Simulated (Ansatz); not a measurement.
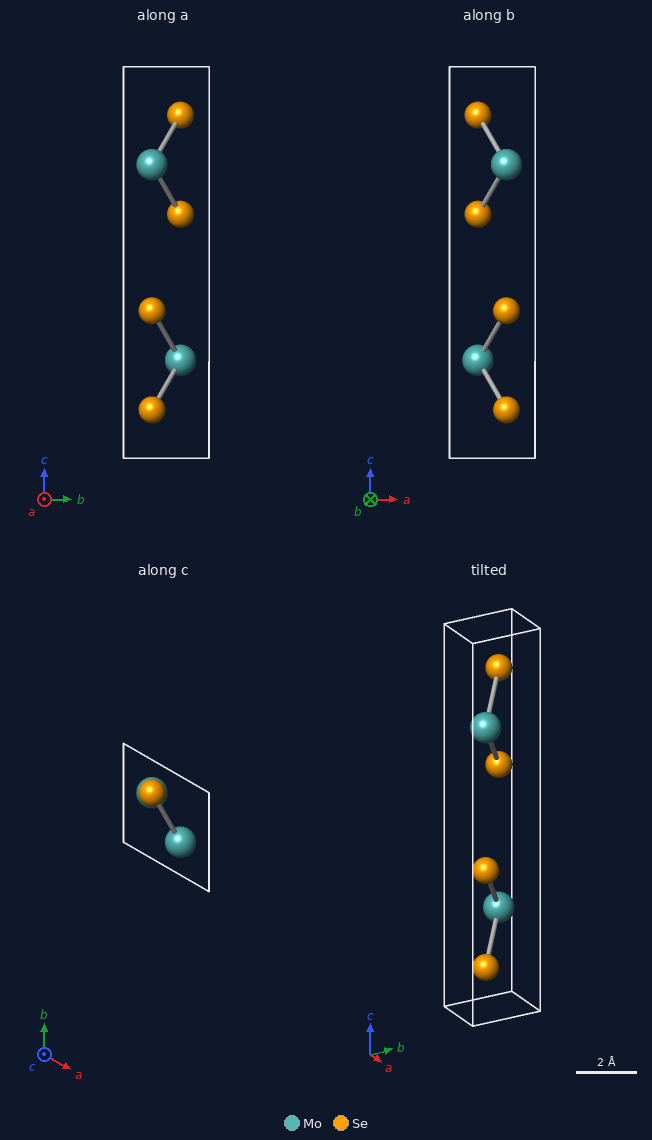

The image is a ball-and-stick drawing of a crystal, viewed along the a axis, along the b axis, along the c axis and slightly off an axis. The edges of the conventional unit cell are marked.

Lattice parameters: a = 3.3054 Å, b = 3.3054 Å, c = 13.0878 Å, α = 90.000°, β = 90.000°, γ = 120.000°.

**Write down what is shown as a CIF in P1 with every atom of the cell, with free fractional coordinates to two decimals.**

```cif
data_structure
_symmetry_space_group_name_H-M 'P 1'
_symmetry_Int_Tables_number 1
_cell_length_a 3.3054
_cell_length_b 3.3054
_cell_length_c 13.0878
_cell_angle_alpha 90.000
_cell_angle_beta 90.000
_cell_angle_gamma 120.000
_cell_volume 123.84
loop_
_atom_site_label
_atom_site_type_symbol
_atom_site_fract_x
_atom_site_fract_y
_atom_site_fract_z
_atom_site_occupancy
Mo1 Mo 0.3333 0.6667 0.25 1
Mo2 Mo 0.6667 0.3333 0.75 1
Se1 Se 0.6667 0.3333 0.38 1
Se2 Se 0.6667 0.3333 0.12 1
Se3 Se 0.3333 0.6667 0.88 1
Se4 Se 0.3333 0.6667 0.62 1
```

Its origin is a structure type filled with these elements by a generator (whether the compound takes this form wasn't checked). Earlier steps of the study may have refined or changed the cell and positions. An electronic-structure calculation with Ansatz was run on it.
